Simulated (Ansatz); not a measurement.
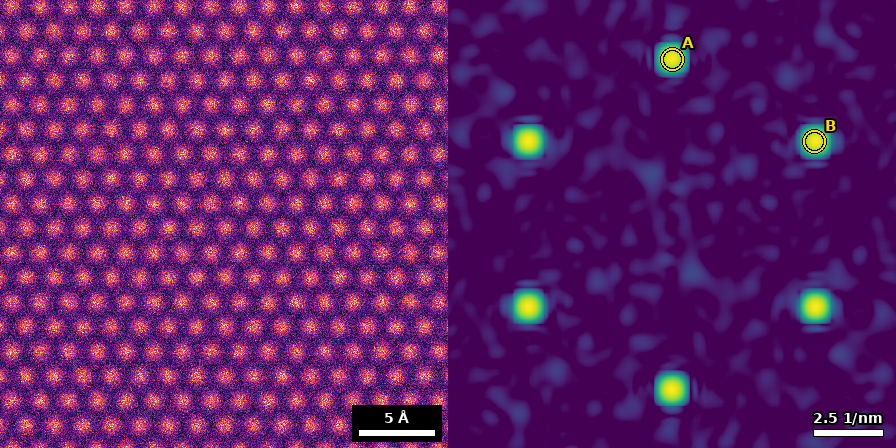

iDPC-like image of ZrC (Fm-3m, No. 225) along [111]. Simulated as the projected potential of neutral atoms (B = 0.8 Å²) blurred by a 0.85 Å probe, the thin-sample limit of integrated differential phase contrast. Shot noise was added. Model: the input geometry of a calculation.

The right panel is the modulus of the image's Fourier transform on a logarithmic scale.

a = 4.669 Å, b = 4.669 Å, c = 4.669 Å, α = 90.00°, β = 90.00°, γ = 90.00°

Index the marked spots and give their plane spacings (the zone axis points at the viewer; indices equivalent by symmetry, or all signs reversed, are as good).

A: (0 -2 2), d = 1.65 Å; B: (-2 0 2), d = 1.65 Å. A and B enclose 60°, and every spot obeys the zone law hu + kv + lw = 0 for [111].
